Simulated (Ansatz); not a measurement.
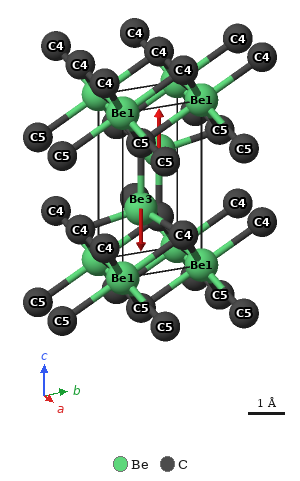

A relaxation of crystalline Be₃C₂ (built on the A-type sesquioxide_164 type) (coarse preliminary run). The starting structure is drawn; red arrows show the displacements (the part carried along by the change of the cell is left out), magnified 10 times.

A ball-and-stick model of the cell of the calculation, seen slightly off an axis.

Case: A-type sesquioxide type (P-3m1, No. 164).

These are results of DFT r2SCAN, scalar-relativistic, plane waves, PAW (Ansatz), not measurements. (plane-wave cutoff 500 eV; k-point mesh 6 × 6 × 4; occupations gaussian; smearing width 0.1 eV; no spin polarisation; cell and atoms relaxed; force threshold 0.04 eV/Å; at most 70 steps)

Q: Atoms of which element are displaced furthest, and by how much?

A: Beryllium: up to 0.12 Å, against 0.00 Å for carbon.

Q: What did the optimiser do to the structure, and how much energy did it gain?

A: The largest moves relative to the cell, 0.12 Å, are those of Be atoms. C stays in place. The drawn cell changes as follows: a = b 3.018 → 3.025 Å (+0.2 %), c 4.696 → 4.502 Å (−4.1 %); the volume changes by −3.7 %. Near-neighbour distances that change, for instance: Be–C 1.878 → 1.917 Å, Be–C 1.818 → 1.785 Å, Be–C 2.088 → 2.068 Å. Among the angles between lasting bonds that change: C–Be–C 106.5° → 101.9°, C–Be–C 112.3° → 115.8°. The space group stays P-3m1 (No. 164). The energy falls by 34.0 meV per atom in 5 accepted moves (6 points after the start). Largest force component: 0.93 eV/Å at the start, 0.0012 eV/Å at the end. Pressure: −5.95 GPa at the start and 0.00 GPa at the end. At 1 point the geometry stayed and the basis and grid were re-selected for the new cell (energy shift of less than 0.05 meV per atom at most each time). The run took 16 s on 1 thread of Arm Neoverse V2, with other jobs on the host, peak memory 0.37 GiB.
